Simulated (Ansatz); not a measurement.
# SiMo₃: what the fields show

```cif
data_structure
_symmetry_space_group_name_H-M 'P 1'
_symmetry_Int_Tables_number 1
_cell_length_a 6.8753
_cell_length_b 6.8753
_cell_length_c 8.4205
_cell_angle_alpha 90.000
_cell_angle_beta 90.000
_cell_angle_gamma 120.000
_cell_volume 344.71
loop_
_atom_site_label
_atom_site_type_symbol
_atom_site_fract_x
_atom_site_fract_y
_atom_site_fract_z
_atom_site_occupancy
Si1 Si 0.00000 0.00000 0.00891 1
Si2 Si 0.66667 0.33333 0.34224 1
Si3 Si 0.33333 0.66667 0.67557 1
Si4 Si 0.33333 0.66667 0.17557 1
Si5 Si 0.00000 0.00000 0.50891 1
Si6 Si 0.66667 0.33333 0.84224 1
Mo1 Mo 0.00000 0.75000 0.25000 1
Mo2 Mo 0.66667 0.08333 0.58333 1
Mo3 Mo 0.33333 0.41667 0.91667 1
Mo4 Mo 0.41667 0.08333 0.08333 1
Mo5 Mo 0.08333 0.41667 0.41667 1
Mo6 Mo 0.75000 0.75000 0.75000 1
Mo7 Mo 0.66667 0.58333 0.08333 1
Mo8 Mo 0.33333 0.91667 0.41667 1
Mo9 Mo 0.00000 0.25000 0.75000 1
Mo10 Mo 0.25000 0.25000 0.25000 1
Mo11 Mo 0.91667 0.58333 0.58333 1
Mo12 Mo 0.58333 0.91667 0.91667 1
Mo13 Mo 0.91667 0.33333 0.08333 1
Mo14 Mo 0.58333 0.66667 0.41667 1
Mo15 Mo 0.25000 0.00000 0.75000 1
Mo16 Mo 0.75000 0.00000 0.25000 1
Mo17 Mo 0.41667 0.33333 0.58333 1
Mo18 Mo 0.08333 0.66667 0.91667 1
```

Space group R3c; changed on purpose from its base cell (all Si atoms moved +0.075 Å, as atom 1 along Cartesian [1 1 1]); not relaxed (largest force 0.7 eV/Å); computed without spin polarisation.

Level of theory: DFT PBEsol, scalar-relativistic, plane waves, PAW (Ansatz 0.2.0).

Core electrons are frozen (PAW), and the valence fields are smoothed inside the atomic spheres.

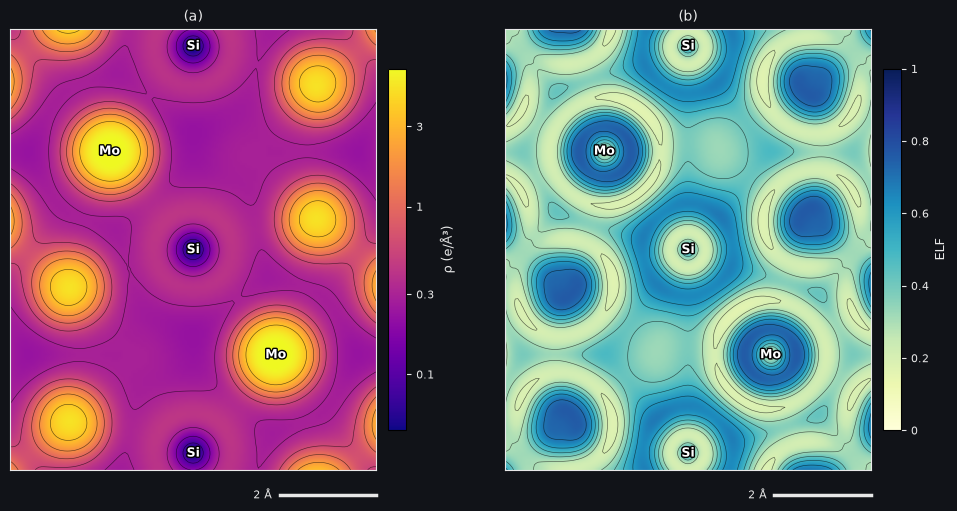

Figure 1. (a) valence charge density (pseudo); (b) electron localisation function on the (100) plane of the conventional cell.

Describe what can be read from this map.

Answer. Atoms in the plane: Si and Mo. Atoms just off the plane (Mo, 0.5 Å away) can leave unmarked features too. Si–Mo (2.66 Å): ρ is about 0.35 e/Å³ halfway; the ELF peaks at about 0.65 in the valence shell of Si, 0.9 Å from its nucleus, and is about 0.30 at the midpoint. Between the atoms the lowest density in this plane is 0.22 e/Å³. The features right at Mo lie inside the PAW spheres, where the map follows smoothed inner orbitals and isn't to be read closely.

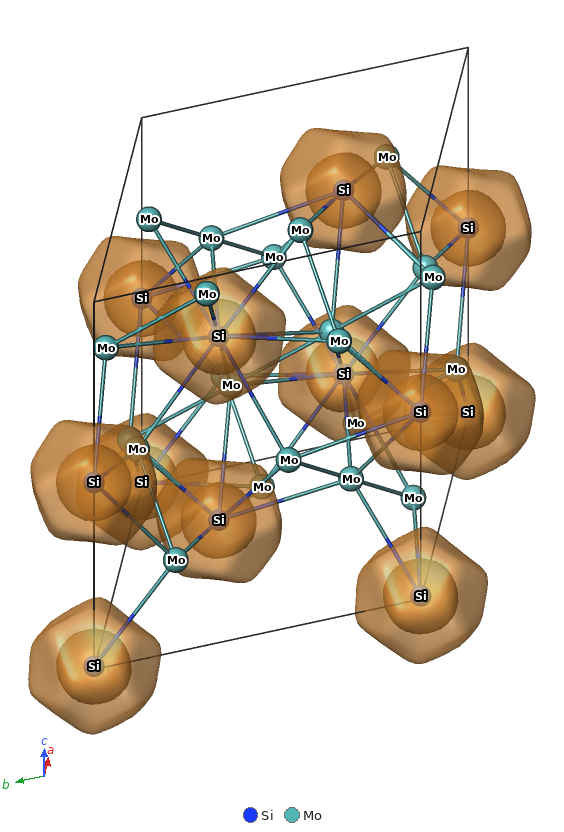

Figure 2. Isosurface of the electron localisation function at 0.55 (orange), seen at an oblique angle. Only the valence region is drawn (cores and ρ < 0.01 e/Å³ removed). Sticks mark near contacts.

Where are the electrons localised?

Answer. The surface consists of six regions wrapped around Si (the valence shell of each), counted in one cell of 24 atoms. Any copies at cell faces, edges or corners count once. Profiles from the grid: Mo–Mo (2.43 Å): the ELF is about 0.30 at the midpoint.

Does the calculation give a band gap?

Answer. It is metallic or semimetallic at this level of theory: no gap opens.
